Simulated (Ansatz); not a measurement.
## Electronic structure of FePt₅ in real space

```
Fe Pt
1.0
     2.76593    0.00000    0.00000
     0.00000    2.76593    0.00000
     0.00000    0.00000   11.84925
Fe Pt
1 5
Direct
  0.00000 0.00000 0.00000
  0.00000 0.00000 0.32870
  0.00000 0.00000 0.67130
  0.50000 0.50000 0.50000
  0.50000 0.50000 0.15260
  0.50000 0.50000 0.84740
```

Space group P4/mmm; a structure generated by program, which may or may not match a known phase; spin-polarised.

Method: DFT PBE, scalar-relativistic, plane waves, PAW in Ansatz 0.2.0.

The density is the valence pseudo-density of a PAW calculation; it isn't the true density close to the nuclei.

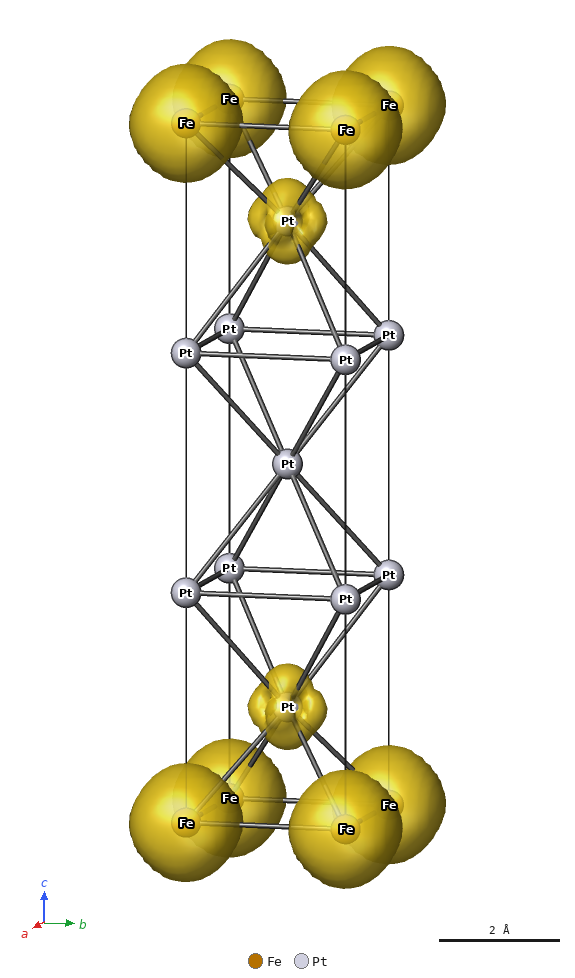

Figure 1. Isosurface of the spin density (up minus down) at +0.1 e/Å³ (yellow), seen slightly off an axis. Sticks mark near contacts.

Question: Which atoms carry the moments, and with what signs?

Answer: The spin density sits on Fe: +3.0 μB in one cell of 6 atoms, with smaller moments on other sites: Pt (up to +0.29 μB): parallel main moments, as they must be, since the calculation's own cell holds one magnetic site. The cell of the calculation (6 atoms) carries 3.6 μB of net spin moment.

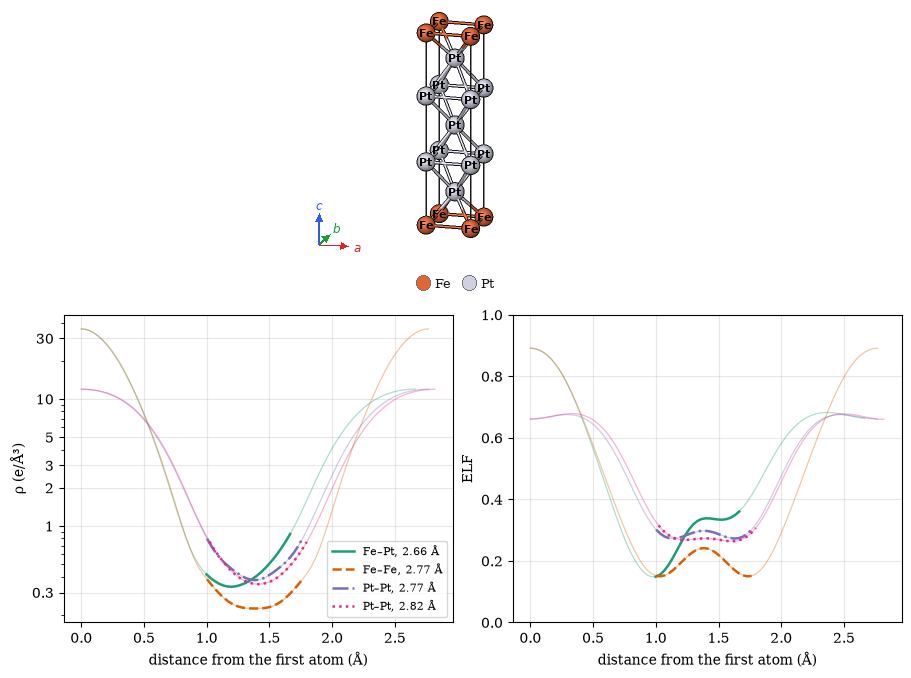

Figure 2. Valence pseudo-density and ELF along straight lines between neighbouring atoms. Thin, pale parts lie inside the atomic spheres. The structure is drawn too.

Question: Compare the contacts.

Answer: Fe–Pt (2.66 Å): ρ at the midpoint is about 0.37 e/Å³; the ELF is about 0.35 at the midpoint.
Fe–Fe (2.77 Å): ρ is about 0.22 e/Å³ halfway; the ELF is about 0.25 at the midpoint (no localised pair shows between them).
Pt–Pt (2.77 Å): the density is about 0.38 e/Å³ at the midpoint; the ELF is about 0.30 at the midpoint (no shared electron pair shows on this line).
Pt–Pt (2.82 Å): ρ at the midpoint is about 0.35 e/Å³; the ELF is about 0.25 at the midpoint; no localised pair shows between them.

Question: Metal or insulator at this level of theory?

Answer: It is metallic or semimetallic at this level of theory: no gap opens.

Question: Which way does charge flow, and how much by Bader's partition?

Answer: Electrons move from Fe towards Pt. Bader charges: Fe +0.73 and Pt −0.34 to +0.01 e.
